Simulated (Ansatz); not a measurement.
# A hole started on a pair of O atoms pulled together in Al2O3 (R-3c), part 2 of 2

Aim: find out whether an added hole stays on a pair of O atoms pulled together in Al2O3 (R-3c) by distorting the lattice there, how its energy compares with the band edge, and how the answer depends on the level of theory. The model is a cell of 120 host atoms.

Ansatz 0.2.0; plane-wave PAW DFT, HSE06; relaxation of all atoms of a supercell at fixed charge in a uniform background.

So far. Step 2 (Relaxation with the hole, HSE06): The sizes of the moments in the atoms' spheres add to about 1.0 μB, shared by more than 30 atoms in effect: the carrier has spread out.

In doubt: the hybrid run may have settled on a false gap or state (in some of the runs), so the values of those runs are not to be relied on.

## (4) States in the gap, HSE06

Level of this step: plane-wave PAW DFT, HSE06; single point of a supercell at fixed charge in a uniform background (Ansatz).

A single point on the relaxed atoms asks for the levels and how far each is spread.

qp1_M1_trap.hyb/input.yaml reads:

```yaml
crystal:
  checkpoint: "../qp1_M1_trap.hrelax.run"
  host: checkpoint
total_charge: 1
basis:
  ecutwfc: 420
  xc_grid: 2
hamiltonian:
  xc: hse06
kpoints:
  mp_grid: { grid: [1, 1, 1] }
magnetization:
  spin_polarized: true
  initial_magnetization: 1
  spin_locking: { lock_magnetization: hard }
scf:
  occupations: { method: fixed }
  max_iter: 80
output:
  forces: true
  charged_corrections:
    epsilon: [3.32, 3.32, 3.29]
    static_epsilon: [10.26, 10.26, 12.61]
    defect_position: [0.833333, 0.590125, 0.583333]
  eigenvalues: true
  eigenstates: { localisation: true }
  efg: {}
checkpoint:
  read: "../qp1_M1_trap.hrelax.run"
  write: "../qp1_M1_trap.hyb.run"
  compress: false
  write_wavefunctions: true
  write_every: 100000
```

On the command line:

```console
$ ansatz run input.yaml --threads 32 --pin off --max-ram 84787MiB --backend cuda --events-out ev --progress --plain --runs-dir out --max-vram 78GiB
```

Numbers of over 12 decimals in the logs are rounded to 6 here.

The log of the run:

```text
[...]
crystal.checkpoint: the structure is that of <dir>, a `relax` run, at its step 5: its result, under hse06 at a charge of 1 e; 120 atoms read, 2 with a starting moment; crystal.structure_sha256 for this input is
[...]
Crystal: 120 atoms, lattice volume = 1051.274 Å³
Basis set: ecut = 420 eV, 20497 PW (Γ), exchange–correlation on 144×144×180 points (8 copies of the dense FFT grid, shifted against one another)
Bands: 408, of which v1, the nominal top of the filled ones, is band 288 counted from 1 (287 counted from 0)
Symmetry: 1 space group operations
[...]
k-points: 1
[...]
Stability of the state it starts from, as read at its close in the collinear treatment: not read, because the functional holds exact exchange (a hybrid, or Hartree-Fock), whose exchange loop this test does not read (fock_operator); its run was given moments
[...]
Exchange kernel: α = 0.2500, screened, ω = 0.2079 Å⁻¹, Wigner–Seitz truncation, v(0) = 900.4769 eV·Å³, q-mesh 1×1×1, nearest image of the exchange supercell L = 9.62 Å, pair-density grid 48×48×64, without the augmentation charges, whose exchange is taken in [...]
Frozen-core exchange: fock
[...]
SCF iter   2: F=-66856.797503 eV  HF=-66856.797503 eV  |Δ(HF+E_count)|=  1.46e-11  Δρ=3.75e-7 (↑3.75e-7 ↓3.36e-7)  dr2=5.74e-10  dr2_m=7.13e-10  M=1.000 μB ∫|m|=1.237 μB sched 1.00e-12)  Hψ=1864
SCF 1 converged in 2 iterations: F = -66856.797503 eV  dr2 = 5.74e-10
[...]
the search or the solves at the SCF's close seem to have found levels that the self-consistency loop had missed (the run counts 2). By its estimate they hold under 1e-12 electrons; where the run keeps them, the occupations were computed again with them
WARN: the filled states extend beyond the cell (their overlap across the Brillouin zone is 0.000, against 0 in a metal and nearly 1 for localised states). With one k-point a hybrid's gap, moments and forces can then be wrong. [...]
this state was not tested for a lower state beside it, because the functional holds exact exchange (a hybrid, or Hartree-Fock), whose exchange loop this test does not read (fock_operator); [...]
[...]
Magnetization: 1.0000 μB (288.0000 up, 287.0000 down)
Absolute magnetization: 1.2394 μB (∫|ρ↑−ρ↓|, with the PAW one-centre terms)
[...]
Per-site moments (μB) at R_I (Å): [(-0.000258405, 0.773176), (-0.00025924, 0.773034), (-0.000258195, 0.773164), [... 6 left out ...]
Free energy (F): -66856.797503 eV
[...]
Internal energy: -66856.797503 eV  (E = F + TS)
E sigma→0 (E₀):  -66856.797503 eV
Fermi energy:    6.035836 (↑ 6.031002, ↓ 6.035836) eV
[...]
--- Forces (eV/Å), atoms counted from 1 ---
  atom   1  Al    -0.00274218    -0.00489124    -0.00304275
  atom   2  Al     0.00447798    -0.00690972     0.00062100
  [... 4 atoms left out ...]
  [... 114 more lines of this table ...]
  max |Σ_I F_I| component: 1.70e-5 eV/Å
--- PAW observables at the nuclei: V_zz in 10²¹ V/m², potentials from the cell's mean, atoms counted from 1 ---
  [...]
F Makov-Payne    = n/a  (the rows are of the electrons' constant alone; ansatz place-levels tells what screens the charge)
[...]
--- Band table (eV) ---
[...]
```

Run time: 14 s. Hardware: 1 × NVIDIA GB200 with 32 threads of Arm Neoverse V2, shared host; peak memory 2.6 GiB.

From eigenstates.tsv, first k-point; energies on the run's zero. The participation number counts the atoms that a state is spread over, of 120; bands count from 0.

```
spin  band  energy (eV)  occupation  participation  largest share on  share
down   281        5.876        1.00           56.5               O28   0.03
down   282        5.876        1.00           56.5               O44   0.02
down   283        5.877        1.00           56.6              O110   0.03
down   284        5.878        1.00           56.5               O22   0.03
down   285        6.035        1.00           78.5               O30   0.02
down   286        6.036        1.00           78.8               O49   0.01
down   287        6.321        0.00           81.6               O81   0.01
down   288       13.797        0.00          120.0               O18   0.01
down   289       15.408        0.00          101.3               O20   0.01
down   290       15.408        0.00          101.3               O17   0.01
down   291       16.915        0.00           96.2              Al70   0.01
  up   282        5.853        1.00           56.2               O44   0.03
  up   283        5.853        1.00           56.2              O110   0.03
  up   284        5.854        1.00           56.1              O108   0.03
  up   285        6.013        1.00           78.6               O30   0.02
  up   286        6.014        1.00           78.5               O49   0.02
  up   287        6.031        1.00           81.6               O89   0.01
  up   288       13.790        0.00          120.0               O18   0.01
  up   289       15.377        0.00          101.0               O16   0.01
  up   290       15.377        0.00          101.0              Al37   0.01
  up   291       16.900        0.00           96.4              Al70   0.01
  up   292       16.900        0.00           96.4              Al37   0.01
```

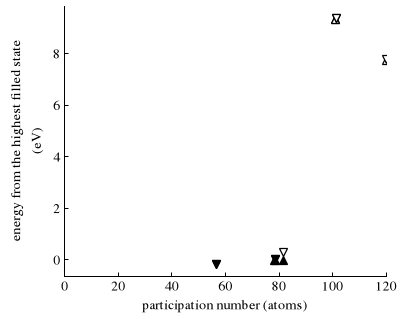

States next to the filling edge at the first k-point: energy against spread. Filled marks are occupied, open marks empty; triangles up and down are the spins.

Under HSE06 at the zone centre alone, the highest filled state is spin down, spread over 79 of 120 atoms, and the lowest empty one, 0.29 eV above it, is spin down, spread over 82 of 120 atoms.

Uncorrected and at zero smearing, the relaxed cell and the carrier in the undistorted cell agree within 0.02 eV.

No level is given here: the program refused to align this charged cell with the host.

## (5) Relaxing again with PBE

As a control, the same structure relaxes without exact exchange or U. The start is the structure of HSE06, where the carrier had already spread, so this step is a weak test of trapping.

qp1_M1_trap.semirelax/input.yaml reads:

```yaml
crystal:
  checkpoint: "../qp1_M1_trap.hrelax.run"
  host: checkpoint
total_charge: 1
basis:
  ecutwfc: 420
  xc_grid: 2
hamiltonian:
  xc: pbe
kpoints:
  mp_grid: { grid: [1, 1, 1] }
magnetization:
  spin_polarized: true
  initial_magnetization: 1
  spin_locking: { lock_magnetization: hard }
scf:
  occupations: { method: fermi_dirac, width: 0.01 }
  max_iter: 80
output:
  forces: true
  charged_corrections:
    epsilon: [3.32, 3.32, 3.29]
    static_epsilon: [10.26, 10.26, 12.61]
    defect_position: [0.833333, 0.590125, 0.583333]
relax:
  f_tol: 0.02
  max_steps: 60
  escape_saddle: false
checkpoint:
  read: "../qp1_M1_trap.hrelax.run"
  write: "../qp1_M1_trap.semirelax.run"
  compress: false
  write_wavefunctions: true
  write_every: 100000
```

Wall time 4 s (1 × NVIDIA GB200 with 32 threads); peak memory 1.9 GiB.

The relaxation took 3 steps and gained 0.00 eV.

From the single point at the end of this step. The sizes of the moments in the atoms' spheres add to about 0.9 μB, shared by more than 30 atoms in effect: the carrier has spread out.

No level is given here: the program refused to align this charged cell with the host.

## (6) All levels of theory side by side

```
level of theory    atoms  atoms that share the moment  localised  time for the trial state
        HSE06 †  relaxed                 more than 30         no                      49 s
            PBE  relaxed                 more than 30         no                     8.5 s
```

† Here the hybrid relaxation or its single point carries a warning about the state that it reached (a narrow gap in its semilocal warm-up or between frontier levels), so a lower state with the carrier may exist.

## (7) Summary of results

```json
{"carrier localised (PBE)": "no", "state found, lowest state in doubt (HSE06)": "spread out"}
```

**Reading.** With HSE06 the hole did not stay localised from this start: it is shared by more than 30 of the 120 atoms in effect. The hybrid relaxation or its single point carries a warning about the state that it reached (a narrow gap in its semilocal warm-up or between frontier levels), so a lower state with the carrier may exist; the numbers describe the state found. It spreads at every relaxed level of theory in the table. Semilocal functionals favour spread carriers, so their answer alone decides nothing. A relaxation step took 7.1 s with HSE06 and 1.3 s with PBE. The point with the carrier in the undistorted cell ran without the search for lower states. One trial site was relaxed, so another site or form can lie lower. Limits: sampling at the zone centre alone can move energies of charged and open-shell states by tenths of an eV or more in cells of this size.

[Logs are printed without paths, hosts, clocks, repeated set-up lines and the standing remarks that a program may print on its own settings, such as how far it seeks lower states.]

[Hosts, paths, dates, database ids (printed as entryN), source tags and the programs' standing remarks are cut or masked in the printed files.]

[For some hosts the program warned that the k-mesh of the response run may be too coarse for force constants and the static dielectric constant; such warnings are not shown here.]
